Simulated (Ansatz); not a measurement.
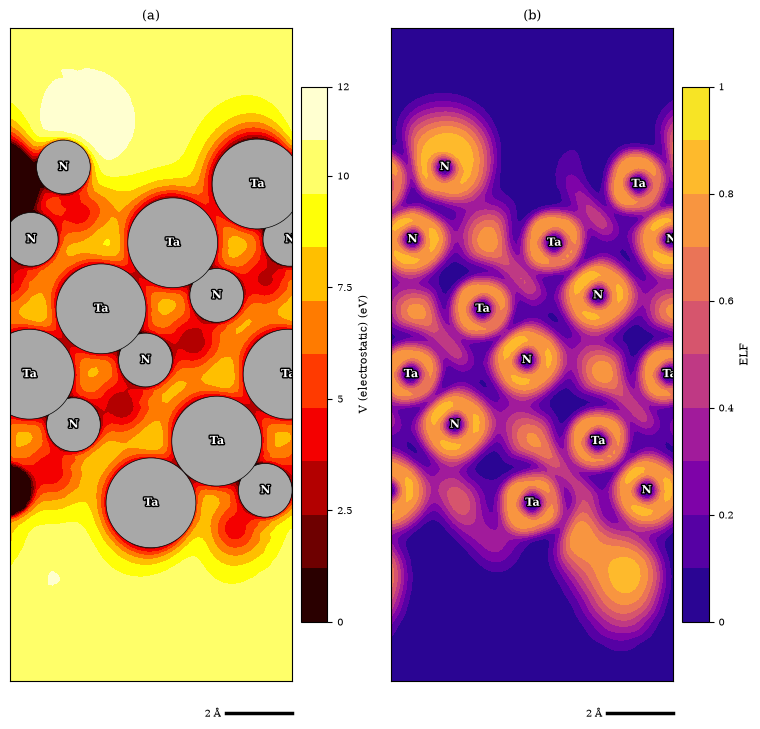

TaN (slab). (a) electrostatic potential (local pseudopotential plus Hartree) felt by an electron; (b) electron localisation function on the (11̄0) plane of the calculation cell, a cut from vacuum to vacuum. Grey discs cover the atomic cores in the potential map.

All numbers below come from DFT r2SCAN, scalar-relativistic, plane waves, PAW in Ansatz 0.2.0.

In a PAW calculation such maps are meaningful between the atoms, not at the nuclei.

**Read the bonding off the picture.**

The section cuts through Ta and N sites. Ta–N (1.94 Å): the ELF peaks at about 0.85 in the valence shell of N, 0.6 Å from its nucleus, and is about 0.35 at the midpoint. Ta–Ta (2.72 Å): the ELF is about 0.45 at the midpoint. Ta–N (2.02 Å): the ELF peaks at about 0.85 in the valence shell of N, 0.6 Å from its nucleus, and is about 0.30 at the midpoint. Ta–N (2.07 Å): the ELF peaks at about 0.85 in the valence shell of N, 0.6 Å from its nucleus, and is about 0.30 at the midpoint. The features right at Ta lie inside the PAW spheres, where the map follows smoothed inner orbitals and isn't to be read closely.
